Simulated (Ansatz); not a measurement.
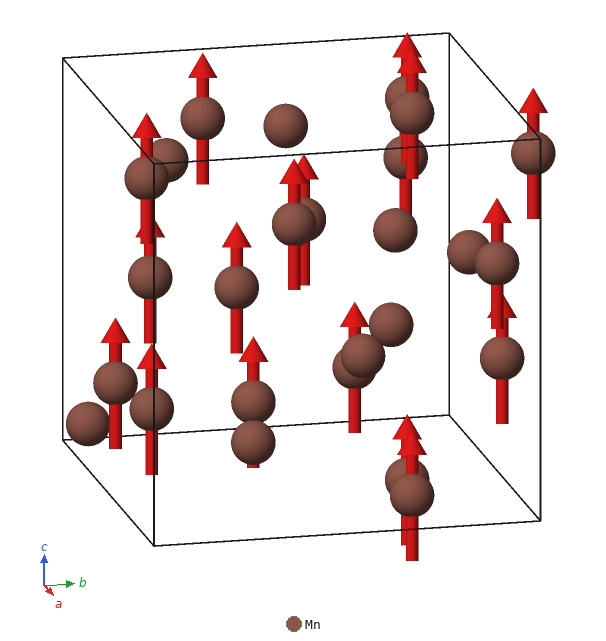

View slightly off an axis, drawn as a spheres-only model. The edges of the simulation cell are marked. Arrows are the site magnetic moments above 0.25 μB; longer means larger, and red and blue are up and down (without spin-orbit coupling the axis itself is arbitrary).

This is the state reached for Mn. Theory: DFT PBE, scalar-relativistic, plane waves, PAW in Ansatz 0.2.0. Numerical settings: a kinetic-energy cutoff of 420 eV, 6×6×6 k-mesh, Gaussian smearing of 0.1 eV, collinear spins.

Question: What order do the moments form, and how large are they?

Answer: Ferromagnetic (within this cell). Site moments: 12 Mn +0.3 μB. The net spin moment of the whole cell is 3.1 μB, including what lies between the atoms and on sites without an arrow.

The structure was taken from a structure listed in the Materials Project. What is shown is the relaxed result from Ansatz 0.2.0, DFT PBE, scalar-relativistic, plane waves, PAW.
